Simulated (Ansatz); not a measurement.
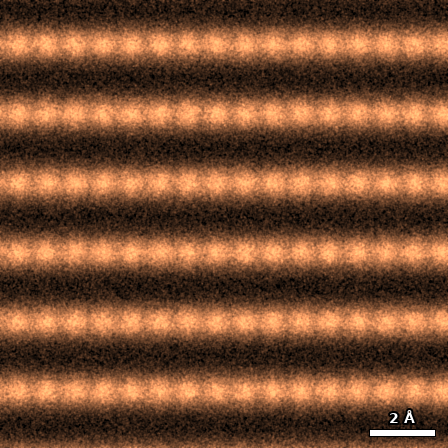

Integrated-DPC-like image of Tc. Simulated as the projected potential of neutral atoms (B = 0.3 Å²) blurred by a 0.50 Å probe, the thin-sample limit of integrated differential phase contrast. The display is stretched by a gamma of 0.8; percentages refer to the linear signal. Shot noise was added.

Question: Give the net of the columns and its spacings.

Answer: The pattern repeats on a rectangular net of 0.9 × 2.2 Å.

Question: What is the plane group of the image?

Answer: p2mm: mirror lines in two perpendicular directions, with twofold points where they cross.

Question: How many columns does the smallest repeating cell hold, and how many levels of brightness?

Answer: 1 column in the primitive cell of 1.9 Å², all of one brightness.

The crystal is Tc (Im-3m, No. 229) seen along [211]. Structure: the input geometry of an electronic-structure calculation (not necessarily at equilibrium); the starting structure was generated, so it need not be a known form of this composition.
